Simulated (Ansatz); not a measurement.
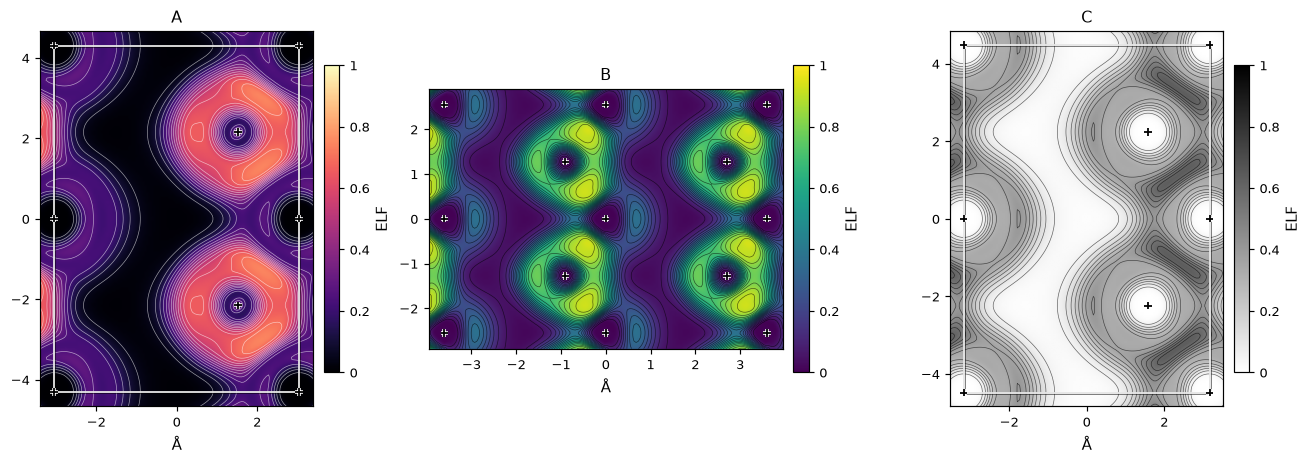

The ELF of 3 systems, each on a plane through atoms (crosses mark nuclei in the plane).

All numbers below come from DFT PBEsol, scalar-relativistic, plane waves, PAW (Ansatz).

System 1: InAs, the (110) plane of the conventional cell. Space group F-43m; a structure from a database of computed crystals, not necessarily the ambient phase.

System 2: Sn, the (101) plane of the conventional cell. Space group Fd-3m; a structure from a database of computed crystals, not necessarily the ambient phase; computed pressure about 5 GPa in this cell.

```xyz
8
Lattice="6.3352 0.0000 0.0000 0.0000 6.3352 0.0000 0.0000 0.0000 6.3352" Properties=species:S:1:pos:R:3 pbc="T T T"
Sn    3.1676    0.0000    0.0000
Sn    0.0000    3.1676    0.0000
Sn    0.0000    0.0000    3.1676
Sn    3.1676    3.1676    3.1676
Sn    4.7514    1.5838    1.5838
Sn    1.5838    4.7514    1.5838
Sn    1.5838    1.5838    4.7514
Sn    4.7514    4.7514    4.7514
```

System 3: BN, the (110) plane of the conventional cell. Space group F-43m; a structure from a database of computed crystals, not necessarily the ambient phase.

```cif
data_structure
_symmetry_space_group_name_H-M 'P 1'
_symmetry_Int_Tables_number 1
_cell_length_a 3.6057
_cell_length_b 3.6057
_cell_length_c 3.6057
_cell_angle_alpha 90.000
_cell_angle_beta 90.000
_cell_angle_gamma 90.000
_cell_volume 46.88
loop_
_atom_site_label
_atom_site_type_symbol
_atom_site_fract_x
_atom_site_fract_y
_atom_site_fract_z
_atom_site_occupancy
B1 B 0.50000 0.50000 0.00000 1
B2 B 0.00000 0.50000 0.50000 1
B3 B 0.00000 0.00000 0.00000 1
B4 B 0.50000 0.00000 0.50000 1
N1 N 0.75000 0.75000 0.25000 1
N2 N 0.25000 0.75000 0.75000 1
N3 N 0.25000 0.25000 0.25000 1
N4 N 0.75000 0.25000 0.75000 1
```

Match each panel to its system.

Answer. Panel A is system 1, InAs: the plane holds In and As. In–As (2.64 Å): the ELF peaks at about 0.75 between the atoms. Panel B is system 3, BN: the plane holds B and N. B–N (1.56 Å): the ELF peaks at about 0.95 between the atoms, as expected for a polar covalent bond. Panel C is system 2, Sn: the plane holds Sn. Sn–Sn (2.74 Å): the ELF peaks at about 0.65 between the atoms.
